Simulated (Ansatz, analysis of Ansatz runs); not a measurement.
# Reproducing a measured zero-phonon line: NV- centre in diamond

Subject: NV- centre in diamond. Wanted: its zero-phonon line, in one set-up (PBE, 64-site cell, PBE lattice, 420 eV, k: the zone centre alone). The model is a cell of 64 host atoms with 1 site emptied and N put on another atom's site. The excitation energy is a difference of total energies with one electron moved up within one spin channel. A local or semilocal functional is the cheapest first rung.

What was measured. Zero-phonon line: 1.945 eV, by low-temperature optical absorption and emission (“NV- - N+ pair centre in 1b diamond”, 2018, arxiv:1807.08889). The runs below try to reproduce this.

Calculated with Ansatz 0.2.0; plane-wave PAW DFT, PBE; relaxation of all atoms of a defect supercell.

**1. Set-up**

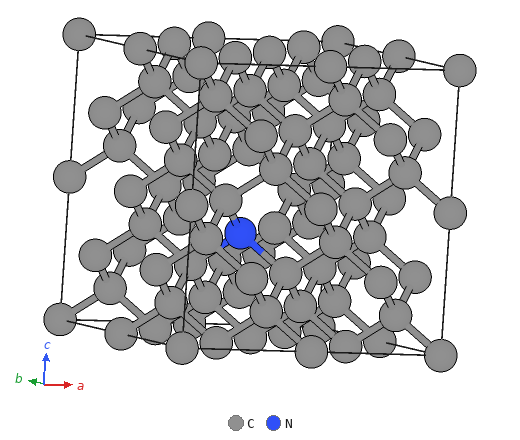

The cell as given, slightly off an axis (carbon grey, nitrogen blue). Bonds to atoms that aren't drawn are left out. Some periodic images of atoms are drawn too.

The cell holds 63 atoms: 62 C and 1 N. Cell: a = 7.143 Å, b = 7.143 Å, c = 7.143 Å, α = 90.0°, β = 90.0°, γ = 90.0°. It derives from C (space group Fd-3m). Nearest the centre at fractional (0.375, 0.375, 0.375): C26 at 1.55 Å, C48 at 1.55 Å, C41 at 1.55 Å, N4 at 1.55 Å, C52 at 2.53 Å, C45 at 2.53 Å, C30 at 2.53 Å, C14 at 2.53 Å. The cell carries charge −1.

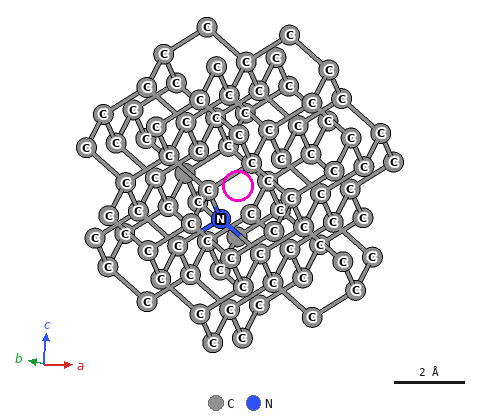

The atoms within 5 Å of the centre. A ring marks the centre wherever it is empty.

The host's primitive cell comes from a first run (plane-wave PAW DFT, PBE; relaxation of the host's cell and atoms): vectors of 2.525, 2.525 and 2.525 Å. That is 5.69 Å³ an atom, 0.4 % over the diffraction cell's volume. The supercell is built on it.

**2. Relaxation, charge −1**

Every later number rests on the structure around the defect, so the atoms are relaxed at the host's lattice first.

File relax/input.yaml:

```yaml
relax:
  f_tol: 0.02
  max_steps: 80
  random_displacement: { amplitude: 0.02, seed: 292 }
crystal:
  lattice:
    - [7.14316351, 0.0, 0.0]
    - [0.0, 7.14316351, 0.0]
    - [0.0, 0.0, 7.14316351]
  atoms:
    - { symbol: C, position: [0.0, 0.0, 0.25] }
    - { symbol: C, position: [0.0, 0.25, 0.0] }
    - { symbol: C, position: [0.25, 0.0, 0.0] }
    - { symbol: "N", position: [0.25, 0.25, 0.25] }
    - { symbol: C, position: [0.125, 0.125, 0.375] }
    - { symbol: C, position: [0.125, 0.375, 0.125] }
    - { symbol: C, position: [0.375, 0.125, 0.125] }
    - { symbol: C, position: [0.0, 0.0, 0.75] }
    - { symbol: C, position: [0.0, 0.25, 0.5] }
    - { symbol: C, position: [0.25, 0.0, 0.5] }
    - { symbol: C, position: [0.25, 0.25, 0.75] }
    - { symbol: C, position: [0.125, 0.125, 0.875] }
    - { symbol: C, position: [0.125, 0.375, 0.625] }
    - { symbol: C, position: [0.375, 0.125, 0.625] }
    - { symbol: C, position: [0.375, 0.375, 0.875] }
    - { symbol: C, position: [0.0, 0.5, 0.25] }
    - { symbol: C, position: [0.0, 0.75, 0.0] }
    - { symbol: C, position: [0.25, 0.5, 0.0] }
    - { symbol: C, position: [0.25, 0.75, 0.25] }
    - { symbol: C, position: [0.125, 0.625, 0.375] }
    - { symbol: C, position: [0.125, 0.875, 0.125] }
    - { symbol: C, position: [0.375, 0.625, 0.125] }
    - { symbol: C, position: [0.375, 0.875, 0.375] }
    - { symbol: C, position: [0.0, 0.5, 0.75] }
    - { symbol: C, position: [0.0, 0.75, 0.5] }
    - { symbol: C, position: [0.25, 0.5, 0.5] }
    - { symbol: C, position: [0.25, 0.75, 0.75] }
    - { symbol: C, position: [0.125, 0.625, 0.875] }
    - { symbol: C, position: [0.125, 0.875, 0.625] }
    - { symbol: C, position: [0.375, 0.625, 0.625] }
    - { symbol: C, position: [0.375, 0.875, 0.875] }
    - { symbol: C, position: [0.5, 0.0, 0.25] }
    - { symbol: C, position: [0.5, 0.25, 0.0] }
    - { symbol: C, position: [0.75, 0.0, 0.0] }
    - { symbol: C, position: [0.75, 0.25, 0.25] }
    - { symbol: C, position: [0.625, 0.125, 0.375] }
    - { symbol: C, position: [0.625, 0.375, 0.125] }
    - { symbol: C, position: [0.875, 0.125, 0.125] }
    - { symbol: C, position: [0.875, 0.375, 0.375] }
    - { symbol: C, position: [0.5, 0.0, 0.75] }
    - { symbol: C, position: [0.5, 0.25, 0.5] }
    - { symbol: C, position: [0.75, 0.0, 0.5] }
    - { symbol: C, position: [0.75, 0.25, 0.75] }
    - { symbol: C, position: [0.625, 0.125, 0.875] }
    - { symbol: C, position: [0.625, 0.375, 0.625] }
    - { symbol: C, position: [0.875, 0.125, 0.625] }
    - { symbol: C, position: [0.875, 0.375, 0.875] }
    - { symbol: C, position: [0.5, 0.5, 0.25] }
    - { symbol: C, position: [0.5, 0.75, 0.0] }
    - { symbol: C, position: [0.75, 0.5, 0.0] }
    - { symbol: C, position: [0.75, 0.75, 0.25] }
    - { symbol: C, position: [0.625, 0.625, 0.375] }
    - { symbol: C, position: [0.625, 0.875, 0.125] }
    - { symbol: C, position: [0.875, 0.625, 0.125] }
    - { symbol: C, position: [0.875, 0.875, 0.375] }
    - { symbol: C, position: [0.5, 0.5, 0.75] }
    - { symbol: C, position: [0.5, 0.75, 0.5] }
    - { symbol: C, position: [0.75, 0.5, 0.5] }
    - { symbol: C, position: [0.75, 0.75, 0.75] }
    - { symbol: C, position: [0.625, 0.625, 0.875] }
    - { symbol: C, position: [0.625, 0.875, 0.625] }
    - { symbol: C, position: [0.875, 0.625, 0.625] }
    - { symbol: C, position: [0.875, 0.875, 0.875] }
total_charge: -1
basis:
  ecutwfc: 420
  xc_grid: 2
hamiltonian:
  xc: pbe
kpoints:
  mp_grid: { grid: [1, 1, 1] }
magnetization:
  spin_polarized: true
  initial_magnetization: 2
  spin_locking: { lock_magnetization: hard }
scf:
  occupations: { method: fermi_dirac, width: 0.01 }
  max_iter: 120
output:
  forces: true
checkpoint:
  write: "../relax.run"
  compress: false
  write_wavefunctions: true
  write_every: 100000
```

Command:

```sh
$ ansatz run input.yaml --threads 2 --pin off --max-ram 3768MiB --backend cpu --events-out ev --progress --plain --runs-dir out
```

Numbers of over 12 decimals in the logs are rounded to 6 here.

Log:

```text
[... repeated set-up lines and file paths are left out, and long positions are rounded to six places ...]
Engine: ansatz 0.2.0, x86_64-unknown-linux-gnu
Pseudopotentials: kind: paw
Pseudopotential: C, paw, valence charge 4, recommended cutoff 420 eV (normal), C.paw.azcp
Pseudopotential: N, paw, valence charge 5, recommended cutoff 420 eV (normal), N.paw.azcp
Functional definition: PBE
  parameter kappa = 0.804
  parameter beta = 0.066725
  exchange = pbe_x(kappa = kappa, mu = beta*pi^2/3)
  correlation = pbe_c(beta = beta)
Crystal: 63 atoms, lattice volume = 364.478 Å³
Basis set: ecut = 420 eV, 7123 PW (Γ), exchange–correlation on 96×96×96 points (8 copies of the dense FFT grid, shifted against one another)
Bands: 191, of which v1, the nominal top of the filled ones, is band 127 counted from 1 (126 counted from 0)
Symmetry: 1 space group operations
k-points: 1
Non-local potential: C, projectors of the file, l = 0: 2, l = 1: 2, l = 2: 1
Non-local potential: N, projectors of the file, l = 0: 2, l = 1: 2, l = 2: 1
PAW form: soft (Blöchl's): semilocal exchange-correlation on the pseudo side does not see the compensation charge
PAW one-centre angular grid: C, 110 points (default); XC on 64 Gauss nodes
PAW one-centre angular grid: N, 110 points (default); XC on 64 Gauss nodes
Initial density: superposition of atomic densities (chi_scale 0.1, normalization cell, long waves kept (reshape's long-wave potential 0.21 eV rms))
Starting moments: Σ|m| = 2 μB on 63 of 63 sites
Initial wavefunctions: pseudopotential atomic-orbital guess
Functional: x = pbe(κ = 0.804, μ = 0.219515), c = pbe(β = 0.066725)
SCF iter   1: F=—  HF=-15922.875133 eV  |F-HF|=—  |Δ(HF+E_count)|=         —  Δρ=7.23e-2 (↑7.23e-2 ↓7.06e-2)  dr2=5.25e1  dr2_m=6.51e-1  M=2.000 μB ∫|m|=2.003 μB  β_m=0.30  ethr=3.10e-3  ⟨swp⟩=6.0  Hψ=1414  notcnv=0  defer=96
preconditioner: auto → Resta (q_TF=auto, 2.569 Å⁻¹)  ε∞=4.3  [insulator: Δε(μ)=0.511 eV  Ē_g=17.103 eV  σ=0.010 eV  W_gap=1.00  n_scr=92 (ndim 8)  ℏωp=31.0 eV  f_vac=0.000  D(μ)=0.00/eV (n_scr^D=0)  ε∞_Penn≈4.3]
spin=Collinear: Resta preconditioning applied to the charge; magnetization (m = ρ↑ − ρ↓) channel mixes plain (no charge-response kernel on spin).
SCF iter   2: F=—  HF=-15915.333284 eV  |F-HF|=—  |Δ(HF+E_count)|=    7.54e0  Δρ=5.26e-2 (↑5.26e-2 ↓5.16e-2)  dr2=2.81e1  dr2_m=3.61e-1  M=2.000 μB ∫|m|=2.015 μB  β_m=0.65  ethr=3.10e-3  ⟨swp⟩=3.0  Hψ=713  notcnv=0  defer=109
SCF iter   3: F=—  HF=-15906.742194 eV  |F-HF|=—  |Δ(HF+E_count)|=    8.59e0  Δρ=4.30e-3 (↑4.30e-3 ↓4.25e-3)  dr2=1.36e-1  dr2_m=8.69e-4  M=2.000 μB ∫|m|=2.153 μB  β_m=0.75  ethr=3.10e-3  ⟨swp⟩=3.5  Hψ=568  notcnv=0  defer=109
SCF iter   4: F=—  HF=-15906.878569 eV  |F-HF|=—  |Δ(HF+E_count)|=   1.36e-1  Δρ=1.76e-3 (↑1.74e-3 ↓1.76e-3)  dr2=2.51e-2  dr2_m=1.28e-4  M=2.000 μB ∫|m|=2.178 μB  β_m=0.79  ethr=5.35e-5  ⟨swp⟩=2.0  Hψ=707  notcnv=0  defer=113
SCF iter   5: F=—  HF=-15906.895756 eV  |F-HF|=—  |Δ(HF+E_count)|=   1.72e-2  Δρ=4.94e-4 (↑4.82e-4 ↓4.94e-4)  dr2=2.35e-3  dr2_m=1.52e-5  M=2.000 μB ∫|m|=2.188 μB  β_m=0.75  ethr=9.88e-6  ⟨swp⟩=3.0  Hψ=554  notcnv=0  defer=113
SCF iter   6: F=—  HF=-15906.896693 eV  |F-HF|=—  |Δ(HF+E_count)|=   9.37e-4  Δρ=9.94e-5 (↑9.94e-5 ↓8.76e-5)  dr2=7.71e-5  dr2_m=2.44e-6  M=2.000 μB ∫|m|=2.191 μB  β_m=0.78  ethr=9.26e-7  ⟨swp⟩=2.5  Hψ=539  notcnv=0  defer=113
SCF iter   7: F=—  HF=-15906.896788 eV  |F-HF|=—  |Δ(HF+E_count)|=   9.54e-5  Δρ=3.43e-5 (↑2.81e-5 ↓3.43e-5)  dr2=6.15e-6  dr2_m=4.02e-7  M=2.000 μB ∫|m|=2.193 μB  β_m=0.83  ethr=3.94e-9  ⟨swp⟩=4.0  Hψ=954  notcnv=0
SCF iter   8: F=-15906.896798 eV  HF=-15906.896798 eV  |F-HF|=9.03e-8  |Δ(HF+E_count)|=   9.26e-6  Δρ=7.61e-6 (↑7.61e-6 ↓5.86e-6)  dr2=4.34e-7  dr2_m=3.40e-8  M=2.000 μB ∫|m|=2.193 μB  ethr=2.42e-9  ⟨swp⟩=3.5  Hψ=899  notcnv=0
SCF 1 converged in 8 iterations: F = -15906.896798 eV  dr2 = 4.34e-7
  greatest PAW one-centre occupation: 0.792 electrons in one spin orbital (limit 2), on the N atom at site 3 (counted from 0), in its partial waves of l = 0
relax step   1: F+E_penalty+E_count = -15906.89679756 eV  Δ(F+E_penalty+E_count) = +0.000e0 eV  max|allowed force component| = 2.820e0 eV/Å  Δτ_max = 0.0000 Å  (8 SCF iters, dr2 threshold 1.00e-5 eV, accepted)
[... the SCF cycles and remarks between the steps are left out from here to the last step ...]
relax step   2: F+E_penalty+E_count = -15908.20089846 eV  Δ(F+E_penalty+E_count) = -1.304e0 eV  max|allowed force component| = 1.211e0 eV/Å  Δτ_max = 0.1394 Å  (6 SCF iters, dr2 threshold 1.00e-4 eV, accepted)
relax step   3: F+E_penalty+E_count = -15908.43516812 eV  Δ(F+E_penalty+E_count) = -2.343e-1 eV  max|allowed force component| = 1.603e0 eV/Å  Δτ_max = 0.0754 Å  (5 SCF iters, dr2 threshold 9.17e-5 eV, accepted)
relax step   4: F+E_penalty+E_count = -15908.54982533 eV  Δ(F+E_penalty+E_count) = -1.147e-1 eV  max|allowed force component| = 9.435e-2 eV/Å  Δτ_max = 0.0390 Å  (4 SCF iters, dr2 threshold 1.00e-4 eV, accepted)
relax step   5: F+E_penalty+E_count = -15908.55161539 eV  Δ(F+E_penalty+E_count) = -1.790e-3 eV  max|allowed force component| = 1.412e-2 eV/Å  Δτ_max = 0.0042 Å  (5 SCF iters, dr2 threshold 5.56e-7 eV, accepted)
iter 1 solved again at ethr=2.73e-11 eV; its pass at ethr=3.10e-3 eV (dr2=6.93e-8 eV) is discarded
SCF iter   1: F=—  HF=-15908.551615 eV  |F-HF|=—  |Δ(HF+E_count)|=         —  Δρ=2.11e-6 (↑2.10e-6 ↓2.11e-6)  dr2=6.91e-8  dr2_m=3.18e-10  M=2.000 μB ∫|m|=2.257 μB  β_m=0.30  ethr=2.73e-11  ⟨swp⟩=1.0  Hψ=1062  notcnv=0  defer=109
SCF iter   2: F=-15908.551615 eV  HF=-15908.551615 eV  |F-HF|=4.40e-9  |Δ(HF+E_count)|=   3.95e-9  Δρ=1.51e-6 (↑1.48e-6 ↓1.51e-6)  dr2=3.37e-8  dr2_m=1.95e-10  M=2.000 μB ∫|m|=2.257 μB  ethr=2.72e-11  ⟨swp⟩=3.0  Hψ=654  notcnv=0
SCF 6 converged in 2 iterations: F = -15908.551615 eV  dr2 = 3.37e-8
relax step   6: F+E_penalty+E_count = -15908.55161541 eV  Δ(F+E_penalty+E_count) = -1.594e-8 eV  max|allowed force component| = 1.409e-2 eV/Å  Δτ_max = 0.0000 Å  (2 SCF iters, accepted)
NSCF: frozen V_eff on 1 k-points
the band table was solved once a step of the walk had ended and its energy, with any forces and stress, was formed, with the checks that follow a solve (1950 applications of the Hamiltonian). They found nothing against the state; [...]
SCF converged after 2 iterations
Magnetization: 2.0000 μB (128.0000 up, 126.0000 down)
Absolute magnetization: 2.2574 μB (∫|ρ↑−ρ↓|, with the PAW one-centre terms)
Spin contamination: 0.0091 ħ² per cell (⟨S²⟩ above its minimum at these occupations)
Per-site moments (μB) at R_I (Å): [(0.00334031, 0.632917), (0.00334098, 0.632925), (0.00334001, 0.632931), [... 60 left out ...]
Free energy (F): -15908.551615 eV
Harris-Foulkes:  -15908.551615 eV  (|F-HF|=4.40e-9)
Internal energy: -15908.551615 eV  (E = F + TS)
E sigma→0 (E₀):  -15908.551615 eV
Fermi energy:    15.333379 (↑ 16.003108, ↓ 15.011894) eV
--- Per-component energies (eV) ---
  E_band       = 1032.801208
  E_kinetic    = 5888.458134
  E_local      = -4225.260415  (includes V_loc(G=0)·N_el)
  E_nonlocal   = 1700.536800
  E_hartree    = 970.250891
  E_xc         = -3087.279370
  E_vxc        = -3834.705237  (∫ρ·V_xc dr)
  E_paw        = -6282.704294  (= ΣΔE_a)
  E_vpaw       = -436.730918  (= ΣTr[D̂ρ^β])
  E_aug_tail   = 0.000673  (compensation charges beyond the density's cutoff)
  E_ewald      = -10872.554035
  E_smearing   = -0.000000  (= −TS)
  E_closure    = 0.000000  (closes the sum)
  E_deformation_potential = -21.107691  (in the stress; not in F)
  Σ components = -15908.551615   (vs F -15908.551615, Δ=0.00e0)
--- Forces (eV/Å), atoms counted from 1 ---
  atom   1  C      0.00819089     0.00874937    -0.00217084
  atom   2  C      0.00582391    -0.00047842     0.00680177
  [... 1 atom left out ...]
  atom   4  N     -0.01408598    -0.00631271    -0.01012818
  atom   5  C      0.00184346    -0.00056491     0.00491769
  atom   6  C      0.00582629    -0.00234608     0.00426391
  atom   7  C      0.00385041     0.00152946    -0.00035370
  [... 2 atoms left out ...]
  atom  10  C      0.00529252     0.00071110    -0.00304439
  [... 7 atoms left out ...]
  atom  18  C      0.00468114     0.00013616    -0.00214002
  [... 7 atoms left out ...]
  atom  26  C     -0.00378370    -0.00156873    -0.00089862
  [... 5 atoms left out ...]
  atom  32  C     -0.00487058     0.00043704     0.00162839
  [... 8 atoms left out ...]
  atom  41  C     -0.00166205    -0.00329868    -0.00280582
  [... 6 atoms left out ...]
  atom  48  C     -0.00178758    -0.00067672    -0.00056449
  [... 15 atoms left out ...]
  max |Σ_I F_I| component: 1.73e-5 eV/Å
--- Band table (eV) ---
  k-point 0 ↑: bands = ["-8.6147", "-7.0540", "-6.3181", "-6.3180", [... 183 left out ...] "23.5738", "23.5958", "23.6363", "23.6365"]
  k-point 0 ↓: bands = ["-8.5913", "-7.0397", "-6.2984", "-6.2983", [... 183 left out ...] "23.6019", "23.6421", "23.6855", "23.6857"]
--- Relaxed structure (6 steps of the walk, 6 accepted, 0 SCFs on fresh bases) ---
  F+E_penalty+E_count = -15908.55161541 eV   max|allowed force component| = 1.409e-2 eV/Å
  atoms:
    - { symbol: C, position: [-0.001652, -0.001747, 0.249664] }
    - { symbol: C, position: [-0.001643, 0.249521, -0.001598] }
    [... 1 atom left out ...]
    - { symbol: N, position: [0.237370, 0.237265, 0.237411] }
    - { symbol: C, position: [0.125106, 0.125018, 0.368833] }
    - { symbol: C, position: [0.125096, 0.368715, 0.125146] }
    - { symbol: C, position: [0.368786, 0.125014, 0.125159] }
    [... 2 atoms left out ...]
    - { symbol: C, position: [0.251331, 0.002025, 0.497569] }
    [... 7 atoms left out ...]
    - { symbol: C, position: [0.251336, 0.497423, 0.002171] }
    [... 7 atoms left out ...]
    - { symbol: C, position: [0.242134, 0.510584, 0.510722] }
    [... 5 atoms left out ...]
    - { symbol: C, position: [0.497528, 0.002025, 0.251388] }
    [... 8 atoms left out ...]
    - { symbol: C, position: [0.510680, 0.242037, 0.510731] }
    [... 6 atoms left out ...]
    - { symbol: C, position: [0.510681, 0.510584, 0.242167] }
    [... 15 atoms left out ...]
```

Run time: 9.9 s. Hardware: 2 threads of AMD EPYC 9R45, shared host; peak memory 0.73 GiB; 19 s of CPU time.

The steps of the relaxation:

```
step  energy less that of the first step (eV)  largest force component (eV/Å)
   1                                   0.0000                          2.8199
   2                                  -1.3041                          1.2114
   3                                  -1.5384                          1.6029
   4                                  -1.6530                          0.0943
   5                                  -1.6548                          0.0141
   6                                  -1.6548                          0.0141
```

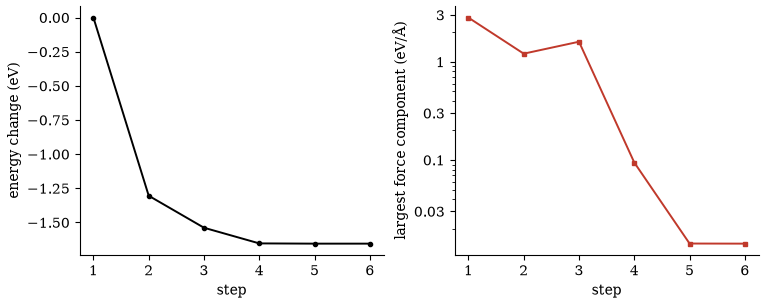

Energy and largest force along the relaxation.

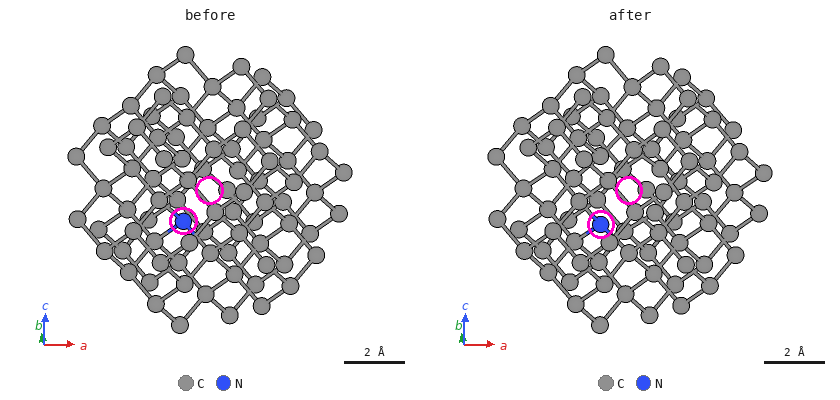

Before and after: the atoms that start within 5 Å of the centre. N4, which moves most, is ringed if it is among them. A ring with no atom in it marks the empty centre.

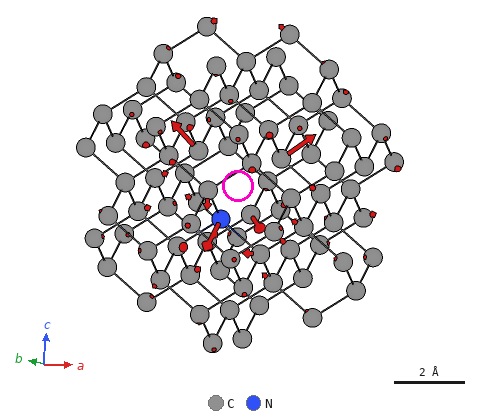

Displacements in the relaxation from the typed sites near the centre, exaggerated; the longest in the cell stands for 0.16 Å. A ring marks the centre wherever it is empty.

The atoms that moved most (Å, from the sites as typed, ahead of the random displacement):

```
atom      dx      dy      dz  length
  N4  -0.090  -0.090  -0.090   0.155
 C41   0.077  -0.056   0.077   0.122
 C48   0.077   0.077  -0.056   0.122
 C26  -0.056   0.077   0.077   0.122
  C7  -0.044   0.001   0.001   0.044
  C5   0.001   0.001  -0.044   0.044
  C6   0.001  -0.044   0.001   0.044
 C22   0.012  -0.014   0.018   0.026
```

The atoms nearest to the centre after the run:

```
atom  distance (Å)
 C48         1.667
 C26         1.667
 C41         1.668
  N4         1.703
 C22         2.502
 C20         2.502
 C37         2.502
 C13         2.503
 C36         2.503
 C14         2.503
 C52         2.521
 C30         2.521
 C45         2.521
  C6         2.525
  C7         2.525
  C5         2.525
```

Read from the output:

```yaml
free_energy: -15908.5516 eV
total_moment: 2 μB
integral_of_the_absolute_spin_density: 2.257 μB
spin_contamination: 0.009114
```

The relaxation ends 26 meV an atom lower than the displaced start, with a largest force component of 0.014 eV/Å.

(Part 1 of 3 ends here.)

[Logs are printed without paths, hosts, clocks, repeated set-up lines and the standing remarks that a program may print on its own settings, such as how far it seeks lower states.]

[Hosts, paths, dates, database ids (printed as entryN), source tags and the programs' standing remarks are cut or masked in the printed files.]

[For some hosts the program warned that the k-mesh of the response run may be too coarse for force constants and the static dielectric constant; such warnings are not shown here.]
